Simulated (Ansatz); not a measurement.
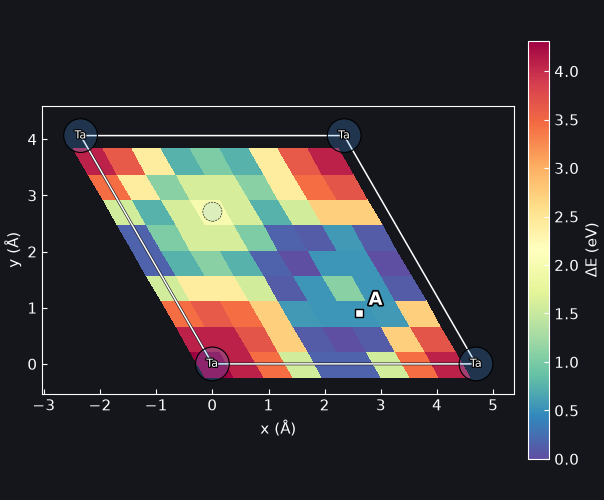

C on a Ta(111) slab cut from the Im-3m phase, its upper half relaxed before the scan (6 atoms of substrate and one adsorbate in a 1 × 1 cell). 
- C is moved over the surface cell; relaxed at each place: the height of the adsorbate's atoms; substrate rigid; the origin of the map has the adsorbate above Ta6.
- Places are given modulo a cell vector. The map is drawn in real space over the plane of the surface.
- The grid has 9 × 9 points; 19 points were computed and 62 follow by symmetry.
- Energies are in eV, from the lowest grid point.
- The relaxed height changes by up to 0.9 Å between neighbouring points. With one adsorbate in each 1 × 1 cell, its nearest image is 4.7 Å away, so neighbouring adsorbates interact.
- Level of theory: DFT PBE, scalar-relativistic, plane waves, PAW (Ansatz 0.2.0). Settings: cutoff 420 eV, k-mesh 6×6×1, gaussian smearing 0.1 eV, no spin polarisation.

Drawn: one coloured cell a grid point, labelled circles for the atoms of the top layer and small ones for the second layer, the outline of one cell of the plane, the point A.

> Is A at rest? If not, where is it pushed?

A, at (6/9, 2/9) of the cell vectors, is not a stationary point. The computed force is 1.8 eV/Å in the plane, pointing down and right in the picture (components 1.0 and −1.5 eV/Å).

PAW datasets: the set soft_1.
